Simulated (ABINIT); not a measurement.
## BN (F-43m): how ε∞ follows the gap

The empty bands of BN (F-43m) are shifted up rigidly by Δ, and ε∞ is computed for each shift.

It takes space group F-43m (No. 216, cubic). The conventional cell has a = 3.615 Å, b = 3.615 Å, c = 3.615 Å, α = 90.00°, β = 90.00°, γ = 90.00°. N on site c is surrounded by 4 B at 1.57 Å. Around B on site a lie 4 N at 1.57 Å.

Method: ABINIT 10.8.3, LDA, independent particles, k-mesh 16×16×16, Lorentzian half width 0.04 eV.

Launch of the response step: `optic optic.abi`. The series took 51 s in all, its band step included, on 4 threads of AMD EPYC (Zen 3) (shared host).

| Δ (eV) | ε∞ |
| --- | --- |
| 0.00 | ? |
| 0.40 | 4.521 |
| 0.80 | 4.416 |
| 1.20 | 4.318 |
| 1.60 | 4.226 |
| 2.00 | 4.138 |

With one effective transition at E₀ and fixed dipole strength, ε∞ − 1 = A/(E₀ + Δ), so 1/(ε∞ − 1) is linear in Δ.

Working, on the rows shown:

| x = Δ (eV) | y = 1/(ε∞ − 1) |
| --- | --- |
| 0.4 | 0.28401 |
| 0.8 | 0.29274 |
| 1.2 | 0.301386 |
| 1.6 | 0.309981 |
| 2 | 0.318674 |

Means: x̄ = 1.2, ȳ = 0.30136. Σ(x − x̄)(y − ȳ) = 0.03463, Σ(x − x̄)² = 1.6. Slope = 0.03463 / 1.6 = 0.02164; intercept = ȳ − slope · x̄ = 0.27539. Turned back into ε∞, the line misses the rows shown by at most 0.00045.

Q: Fill in the last column of the withheld row.

A: At x = 0 the line gives y = 0.27539, that is 4.631. The run gave 4.632, so the extrapolation is off by 0.00075, 0.2 % of the range in the table.

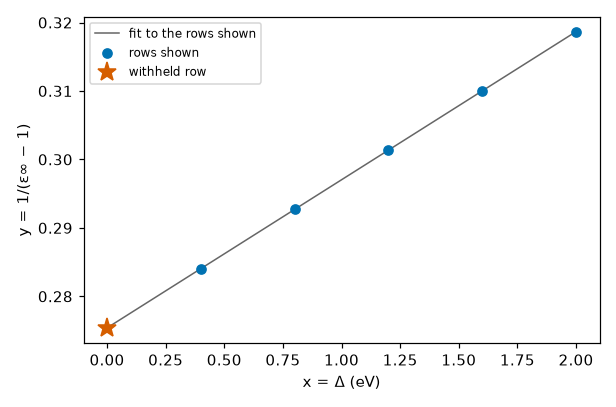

Refitted with all rows, the slope is 0.02166 and the intercept 0.27536. These give E₀ = intercept/slope = 12.7 eV. Over the first step ε∞ falls by 6 % per eV. Excitons are left out and so are local fields; LDA gaps are as a rule too small. The values come from a sum over the points of one k-mesh and carry its error, which grows as the direct gap shrinks.
